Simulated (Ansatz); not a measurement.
# Cu3O2: geometry relaxation (part 2 of 2)

Cu3O2 (5 atoms in the cell); DFT PBE, scalar-relativistic, plane waves, PAW, no spin polarisation (Ansatz 0.2.0); cutoff 420 eV, 14×14×14 k-mesh, Gaussian smearing of 0.1 eV. The structure derives from a Materials Project entry. It belongs to a series of runs on one base structure; here: structure listed in a database for this formula (I4/mmm, No. 139).

Geometry of the input (Å; fractional positions):
```
-2.0230  2.0230  3.6736
2.0230  -2.0230  3.6736
2.0230  2.0230  -3.6736
Cu 0.2500  0.7500  0.5000
Cu 0.7500  0.2500  0.5000
Cu 0.0000  0.0000  0.0000
O  0.0000  0.5000  0.5000
O  0.5000  0.0000  0.5000
```

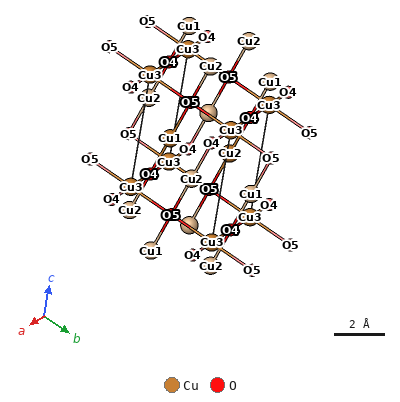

*The geometry at step 2 of the log (ball-and-stick view of the reduced cell, seen slightly off an axis; neighbours outside the cell are drawn fainter; atoms are numbered from 1 in the order of the input).*

Log, continued
```
SCF iter   1: F=—  HF=-21006.981973 eV  |F-HF|=—  |Δ(HF+E_count)|=         —  Δρ=2.41e-4  dr2=1.22e-6  ethr=6.77e-8  ⟨swp⟩=3.1  Hψ=61322  notcnv=0
preconditioner: auto → LDOS  [metal: Δε(μ)=0.003 eV  Ē_g=10.833 eV  σ=0.100 eV  W_gap=0.02  n_scr=22 (ndim 8)  ℏωp=32.0 eV  f_vac=0.089  D(μ)=2.21/eV (n_scr^D=14)  β→1.0]
SCF iter   2: F=—  HF=-21006.982443 eV  |F-HF|=—  |Δ(HF+E_count)|=   4.70e-4  Δρ=6.19e-5  dr2=1.52e-6  ethr=1.77e-9  ⟨swp⟩=2.0  Hψ=18266  notcnv=0
SCF iter   3: F=—  HF=-21006.982443 eV  |F-HF|=—  |Δ(HF+E_count)|=   2.36e-7  Δρ=1.97e-5  dr2=1.59e-7  ethr=1.77e-9  ⟨swp⟩=2.0  Hψ=17386  notcnv=0
SCF iter   4: F=—  HF=-21006.982443 eV  |F-HF|=—  |Δ(HF+E_count)|=   2.62e-8  Δρ=3.38e-5  dr2=3.97e-7  ethr=2.31e-10  ⟨swp⟩=2.0  Hψ=18696  notcnv=0  recentre
SCF iter   5: F=—  HF=-21006.982443 eV  |F-HF|=—  |Δ(HF+E_count)|=   8.82e-8  Δρ=7.33e-6  dr2=2.40e-8  ethr=2.31e-10  ⟨swp⟩=2.1  Hψ=16233  notcnv=0
SCF iter   6: F=—  HF=-21006.982443 eV  |F-HF|=—  |Δ(HF+E_count)|=  9.31e-10  Δρ=2.97e-6  dr2=3.06e-9  ethr=3.47e-11  ⟨swp⟩=1.0  Hψ=10250  notcnv=0
SCF iter   7: F=—  HF=-21006.982443 eV  |F-HF|=—  |Δ(HF+E_count)|=   1.63e-8  Δρ=4.48e-7  dr2=9.04e-11  ethr=4.43e-12  ⟨swp⟩=2.5  Hψ=14373  notcnv=0
SCF iter   8: F=-21006.982443 eV  HF=-21006.982443 eV  |F-HF|=3.64e-12  |Δ(HF+E_count)|=  1.09e-11  Δρ=6.81e-8  dr2=1.67e-12  ethr=1.00e-12  ⟨swp⟩=5.0  Hψ=42987  notcnv=0
SCF 4 converged in 8 iterations: F = -21006.982443 eV  dr2 = 1.67e-12
relax step   4: F+E_penalty+E_count = -21006.98244312 eV  Δ(F+E_penalty+E_count) = -1.769e-3 eV  max|allowed force component| = 5.898e-18 eV/Å  Δτ_max = 0.0000 Å  P = +0.034 GPa  Ω = 60.663 Å³  stress off target by 6.40e-2 GPa  SCF on the basis re-selected at this cell (its energy is not comparable with the rows above)  (8 SCF iters)
basis re-selected at this cell: Δ(F+E_penalty+E_count) = -1.769e-3 eV, ΔP = +0.040 GPa vs the last step (what re-selecting the basis moved, of the pressure what is left beyond the Pulay correction that the steps carried, after the strain that the cell walked since its last selection, with what the two solves' SCF thresholds leave and, on support functions, any second-order correction that the steps lacked; it is no measure of the basis error at this ecutwfc). This SCF's stress stands 6.40e-2 GPa from its target on what of the cell is left free (relax.cell.stress_tol is 5.00e-2 GPa) and its largest allowed force component is 5.90e-18 eV/Å (relax.f_tol is 1.00e-2 eV/Å): not within both, so this SCF does not close the relaxation
Crystal: 5 atoms, lattice volume = 60.699 Å³
iter 1 solved again at ethr=5.83e-8 eV; its pass at ethr=3.10e-3 eV (dr2=4.02e-5 eV) is discarded
SCF iter   1: F=—  HF=-21006.982347 eV  |F-HF|=—  |Δ(HF+E_count)|=         —  Δρ=2.89e-4  dr2=3.91e-5  ethr=5.83e-8  ⟨swp⟩=2.1  Hψ=40908  notcnv=0
preconditioner: auto → LDOS  [metal: Δε(μ)=0.001 eV  Ē_g=10.831 eV  σ=0.100 eV  W_gap=0.01  n_scr=22 (ndim 8)  ℏωp=32.0 eV  f_vac=0.090  D(μ)=2.21/eV (n_scr^D=14)  β→1.0]
SCF iter   2: F=—  HF=-21006.982348 eV  |F-HF|=—  |Δ(HF+E_count)|=   1.03e-6  Δρ=2.10e-4  dr2=1.69e-5  ethr=5.67e-8  ⟨swp⟩=2.0  Hψ=14022  notcnv=0
SCF iter   3: F=—  HF=-21006.982340 eV  |F-HF|=—  |Δ(HF+E_count)|=   7.48e-6  Δρ=1.99e-4  dr2=1.51e-5  ethr=2.45e-8  ⟨swp⟩=2.0  Hψ=18384  notcnv=0
SCF iter   4: F=—  HF=-21006.982337 eV  |F-HF|=—  |Δ(HF+E_count)|=   3.11e-6  Δρ=5.00e-5  dr2=1.12e-6  ethr=2.19e-8  ⟨swp⟩=2.0  Hψ=13407  notcnv=0
SCF iter   5: F=—  HF=-21006.982336 eV  |F-HF|=—  |Δ(HF+E_count)|=   1.44e-6  Δρ=2.34e-5  dr2=1.97e-7  ethr=1.63e-9  ⟨swp⟩=2.0  Hψ=13753  notcnv=0
SCF iter   6: F=-21006.982336 eV  HF=-21006.982336 eV  |F-HF|=3.88e-9  |Δ(HF+E_count)|=   2.45e-9  Δρ=5.59e-6  dr2=9.28e-9  ethr=1.48e-11  ⟨swp⟩=6.0  Hψ=60376  notcnv=0
SCF 5 converged in 6 iterations: F = -21006.982336 eV  dr2 = 9.28e-9
relax step   5: F+E_penalty+E_count = -21006.98233592 eV  Δ(F+E_penalty+E_count) = +1.072e-4 eV  max|allowed force component| = 4.857e-18 eV/Å  Δτ_max = 0.0000 Å  P = +0.004 GPa  Ω = 60.699 Å³  energy of the carried Pulay correction = -1.177e-4 eV  (6 SCF iters, dr2 threshold 1.02e-8 eV, accepted)
iter 1 solved again at ethr=6.08e-8 eV; its pass at ethr=3.10e-3 eV (dr2=4.19e-5 eV) is discarded
SCF iter   1: F=—  HF=-21006.982466 eV  |F-HF|=—  |Δ(HF+E_count)|=         —  Δρ=8.36e-6  dr2=1.48e-8  ethr=6.08e-8  ⟨swp⟩=3.1  Hψ=61380  notcnv=0
preconditioner: auto → LDOS  [metal: Δε(μ)=0.003 eV  Ē_g=10.830 eV  σ=0.100 eV  W_gap=0.02  n_scr=22 (ndim 8)  ℏωp=32.0 eV  f_vac=0.090  D(μ)=2.21/eV (n_scr^D=14)  β→1.0]
SCF iter   2: F=—  HF=-21006.982461 eV  |F-HF|=—  |Δ(HF+E_count)|=   5.33e-6  Δρ=6.36e-6  dr2=1.34e-8  ethr=2.15e-11  ⟨swp⟩=3.0  Hψ=23118  notcnv=0
SCF iter   3: F=—  HF=-21006.982461 eV  |F-HF|=—  |Δ(HF+E_count)|=   2.20e-9  Δρ=2.79e-6  dr2=2.64e-9  ethr=1.94e-11  ⟨swp⟩=2.0  Hψ=17963  notcnv=0
SCF iter   4: F=—  HF=-21006.982461 eV  |F-HF|=—  |Δ(HF+E_count)|=  5.53e-10  Δρ=1.41e-6  dr2=6.49e-10  ethr=3.83e-12  ⟨swp⟩=2.0  Hψ=15304  notcnv=0
SCF iter   5: F=—  HF=-21006.982461 eV  |F-HF|=—  |Δ(HF+E_count)|=  3.27e-11  Δρ=9.33e-7  dr2=3.61e-10  ethr=1.00e-12  ⟨swp⟩=2.2  Hψ=13738  notcnv=0
SCF iter   6: F=—  HF=-21006.982461 eV  |F-HF|=—  |Δ(HF+E_count)|=  2.55e-11  Δρ=4.83e-7  dr2=1.08e-10  ethr=1.00e-12  ⟨swp⟩=1.0  Hψ=10248  notcnv=0
SCF iter   7: F=-21006.982461 eV  HF=-21006.982461 eV  |F-HF|=2.18e-11  |Δ(HF+E_count)|=  1.82e-11  Δρ=1.88e-7  dr2=1.56e-11  ethr=1.00e-12  ⟨swp⟩=5.0  Hψ=40050  notcnv=0
SCF 6 converged in 7 iterations: F = -21006.982461 eV  dr2 = 1.56e-11
relax step   6: F+E_penalty+E_count = -21006.98246068 eV  Δ(F+E_penalty+E_count) = -1.248e-4 eV  max|allowed force component| = 4.510e-18 eV/Å  Δτ_max = 0.0000 Å  P = +0.006 GPa  Ω = 60.699 Å³  stress off target by 6.14e-3 GPa  SCF on the basis re-selected at this cell (its energy is not comparable with the rows above)  (7 SCF iters)
basis re-selected at this cell: Δ(F+E_penalty+E_count) = -1.248e-4 eV, ΔP = +0.001 GPa vs the last step (what re-selecting the basis moved, of the pressure what is left beyond the Pulay correction that the steps carried, after the strain that the cell walked since its last selection, with what the two solves' SCF thresholds leave and, on support functions, any second-order correction that the steps lacked; it is no measure of the basis error at this ecutwfc). This SCF's stress stands 6.14e-3 GPa from its target on what of the cell is left free (relax.cell.stress_tol is 5.00e-2 GPa) and its largest allowed force component is 4.51e-18 eV/Å (relax.f_tol is 1.00e-2 eV/Å): within both
SCF converged after 7 iterations
Free energy (F): -21006.982461 eV
Harris-Foulkes:  -21006.982461 eV  (|F-HF|=2.18e-11)
Internal energy: -21006.971408 eV  (E = F + TS)
E sigma→0 (E₀):  -21006.976934 eV
Entropy (-TS):   -0.011053 eV (-2.211 meV/atom)
Fermi energy:    10.412379 eV
--- Per-component energies (eV) ---
  E_band       = -1401.156408
  E_kinetic    = 1241.170264
  E_local      = -15323.641762  (includes V_loc(G=0)·N_el)
  E_nonlocal   = 1274.863070
  E_hartree    = 6683.379960
  E_xc         = -410.836580
  E_vxc        = -527.815698  (∫ρ·V_xc dr)
  E_paw        = -5308.230756  (= ΣΔE_a)
  E_vpaw       = -1432.497426  (= ΣTr[D̂ρ^β])
  E_aug_tail   = 0.005516  (compensation charges beyond the density's cutoff)
  E_ewald      = -9163.681119
  E_smearing   = -0.011053  (= −TS)
  E_closure    = -0.000000  (closes the sum)
  Σ components = -21006.982461   (vs F -21006.982461, Δ=0.00e0)
--- Forces (eV/Å), atoms counted from 1 ---
  atom   1  Cu     0.00000000    -0.00000000     0.00000000
  atom   2  Cu    -0.00000000     0.00000000     0.00000000
  atom   3  Cu    -0.00000000     0.00000000     0.00000000
  atom   4  O      0.00000000     0.00000000     0.00000000
  atom   5  O      0.00000000     0.00000000     0.00000000
  max |Σ_I F_I| component: 3.47e-18 eV/Å
--- Stress (GPa, compression-positive) ---
        0.006138       0.000000      -0.000000
        0.000000       0.006138      -0.000000
       -0.000000       0.000000       0.004241
  P = ⅓ Tr σ = 0.0055 GPa (0.055 kbar)
--- Band table (eV; the first three rows and the last of 244) ---
  k-point 0: bands = ["-102.0234", "-101.7528", "-101.7514", "-59.4196", "-59.4196", "-59.3753", "-59.3345", "-59.3310", "-59.0427", "-59.0427", "-59.0308", "-59.0308", "-8.7112", "-7.5077", "3.8340", "4.8855", "4.8855", "5.4510", "5.7767", "7.3734", "7.4884", "7.4884", "7.5929", "8.0799", "8.0799", "8.2330", "8.2707", "8.3283", "8.5528", "8.5528", "8.8184", "8.9703", "9.6601", "9.6601", "10.8040", "10.8950", "15.5663", "15.5663", "17.2806", "17.6147", "21.3859", "21.6174"]
  k-point 1: bands = ["-102.0233", "-101.7527", "-101.7514", "-59.4197", "-59.4196", "-59.3751", "-59.3344", "-59.3312", "-59.0427", "-59.0421", "-59.0315", "-59.0308", "-8.6854", "-7.5211", "3.8057", "4.7967", "4.9027", "5.4538", "5.8206", "7.2705", "7.4928", "7.5072", "7.6193", "7.8432", "7.8748", "8.2699", "8.4560", "8.5297", "8.5333", "8.5447", "8.9206", "8.9400", "9.6765", "9.6928", "10.7276", "10.9788", "15.0335", "15.7553", "17.4110", "18.1841", "21.5206", "21.6908"]
  k-point 2: bands = ["-102.0233", "-101.7526", "-101.7515", "-59.4200", "-59.4195", "-59.3745", "-59.3342", "-59.3317", "-59.0428", "-59.0403", "-59.0333", "-59.0307", "-8.6117", "-7.5585", "3.7269", "4.5602", "4.9380", "5.4618", "5.8974", "6.9722", "7.4975", "7.5573", "7.6155", "7.6967", "7.7802", "8.3039", "8.4738", "8.5270", "8.5822", "8.6417", "8.8627", "9.2713", "9.7216", "9.8174", "10.5616", "11.2012", "14.1044", "16.2311", "17.7706", "19.1549", "21.1509", "21.9902"]
  k-point 243: bands = ["-102.0233", "-101.7528", "-101.7513", "-59.4197", "-59.4197", "-59.3702", "-59.3365", "-59.3342", "-59.0425", "-59.0425", "-59.0309", "-59.0309", "-8.3214", "-7.8662", "2.7445", "5.3909", "5.3909", "6.4718", "6.5208", "7.0059", "7.0059", "7.0072", "7.1794", "7.1794", "7.6960", "7.9572", "8.2434", "8.4872", "8.6841", "8.6841", "8.7071", "8.9683", "9.1766", "10.1249", "10.1249", "13.6052", "15.0773", "16.6748", "16.6748", "17.7953", "19.7020", "23.8867"]
--- Relaxed structure (4 steps of the walk, 4 accepted, 2 SCFs on fresh bases) ---
  F+E_penalty+E_count = -21006.98246068 eV   max|allowed force component| = 4.510e-18 eV/Å   (the final SCF, on the basis selected at the relaxed cell)
  cell:  # Å, volume = 60.6985 Å³
    - [-2.033485967473522, 2.033485967473522, 3.6697445820416426]
    - [2.033485967473522, -2.033485967473522, 3.6697445820416426]
    - [2.033485967473522, 2.033485967473522, -3.6697445820416426]
  atoms:
    - { symbol: Cu, position: [0.25, 0.75, 0.5] }
    - { symbol: Cu, position: [0.75, 0.25, 0.5] }
    - { symbol: Cu, position: [-2.231309179793781e-37, 1.4057247832700826e-35, 1.3834116914721448e-35] }
    - { symbol: O, position: [-9.488167309258361e-36, 0.5, 0.5] }
    - { symbol: O, position: [0.5, -2.735671215396393e-36, 0.5] }
```

Trajectory as extended XYZ (Å, eV, eV/Å), 6 frames, from step=1 to step=6
```
5
Lattice="-2.0230 2.0230 3.6736 2.0230 -2.0230 3.6736 2.0230 2.0230 -3.6736" Properties=species:S:1:pos:R:3:forces:R:3 step=1 energy=-21006.98074 pressure_GPa=0.71
Cu    2.0230    0.0000    1.8368    0.0000   0.0000   0.0000
Cu    0.0000    2.0230    1.8368    0.0000   0.0000   0.0000
Cu    0.0000    0.0000    0.0000    0.0000   0.0000   0.0000
O     2.0230    0.0000    0.0000    0.0000   0.0000   0.0000
O     0.0000    2.0230    0.0000    0.0000   0.0000   0.0000
5
Lattice="-2.0264 2.0264 3.6741 2.0264 -2.0264 3.6741 2.0264 2.0264 -3.6741" Properties=species:S:1:pos:R:3:forces:R:3 step=2 energy=-21006.98102 pressure_GPa=0.36
Cu    2.0264    0.0000    1.8370    0.0000   0.0000   0.0000
Cu    0.0000    2.0264    1.8370    0.0000   0.0000   0.0000
Cu    0.0000    0.0000    0.0000    0.0000   0.0000   0.0000
O     2.0264    0.0000    0.0000    0.0000   0.0000   0.0000
O     0.0000    2.0264    0.0000    0.0000   0.0000   0.0000
5
Lattice="-2.0327 2.0327 3.6704 2.0327 -2.0327 3.6704 2.0327 2.0327 -3.6704" Properties=species:S:1:pos:R:3:forces:R:3 step=3 energy=-21006.98067 pressure_GPa=-0.01
Cu    2.0327    0.0000    1.8352    0.0000   0.0000   0.0000
Cu    0.0000    2.0327    1.8352    0.0000   0.0000   0.0000
Cu    0.0000    0.0000    0.0000    0.0000   0.0000   0.0000
O     2.0327    0.0000    0.0000    0.0000   0.0000   0.0000
O     0.0000    2.0327    0.0000    0.0000   0.0000   0.0000
5
Lattice="-2.0327 2.0327 3.6704 2.0327 -2.0327 3.6704 2.0327 2.0327 -3.6704" Properties=species:S:1:pos:R:3:forces:R:3 step=4 energy=-21006.98244 pressure_GPa=0.03
Cu    2.0327    0.0000    1.8352    0.0000   0.0000   0.0000
Cu    0.0000    2.0327    1.8352    0.0000   0.0000   0.0000
Cu    0.0000    0.0000    0.0000    0.0000   0.0000   0.0000
O     2.0327    0.0000    0.0000    0.0000   0.0000   0.0000
O     0.0000    2.0327    0.0000    0.0000   0.0000   0.0000
5
Lattice="-2.0335 2.0335 3.6697 2.0335 -2.0335 3.6697 2.0335 2.0335 -3.6697" Properties=species:S:1:pos:R:3:forces:R:3 step=5 energy=-21006.98234 pressure_GPa=0.00
Cu    2.0335    0.0000    1.8349    0.0000   0.0000   0.0000
Cu    0.0000    2.0335    1.8349    0.0000   0.0000   0.0000
Cu    0.0000    0.0000    0.0000    0.0000   0.0000   0.0000
O     2.0335    0.0000    0.0000    0.0000   0.0000   0.0000
O     0.0000    2.0335    0.0000    0.0000   0.0000   0.0000
5
Lattice="-2.0335 2.0335 3.6697 2.0335 -2.0335 3.6697 2.0335 2.0335 -3.6697" Properties=species:S:1:pos:R:3:forces:R:3 step=6 energy=-21006.98246 pressure_GPa=0.01
Cu    2.0335    0.0000    1.8349    0.0000   0.0000   0.0000
Cu    0.0000    2.0335    1.8349    0.0000   0.0000   0.0000
Cu    0.0000    0.0000    0.0000    0.0000   0.0000   0.0000
O     2.0335    0.0000    0.0000    0.0000   0.0000   0.0000
O     0.0000    2.0335    0.0000    0.0000   0.0000   0.0000
```

Summary

```tsv
quantity	value
outcome	converged
space group (tolerance 0.01 Å)	I4/mmm (139)
electrons treated	69
free energy	−21006.9825 eV
Fermi energy	10.412 eV
gap on the k-point mesh	none (metallic)
pressure	0.01 GPa
final volume	60.70 Å³
largest force (length of the vector) at the end	under 0.001 eV/Å
final cell	a = 4.662 Å, b = 4.662 Å, c = 4.662 Å, α = 128.28°, β = 128.28°, γ = 76.17°
hardware	1 thread of Intel Xeon (Granite Rapids), 192 GiB of memory available, shared host
wall time	1.7 min
peak memory	0.72 GiB
```

Remarks

The run has no spin polarisation, so a magnetic state may lie lower.
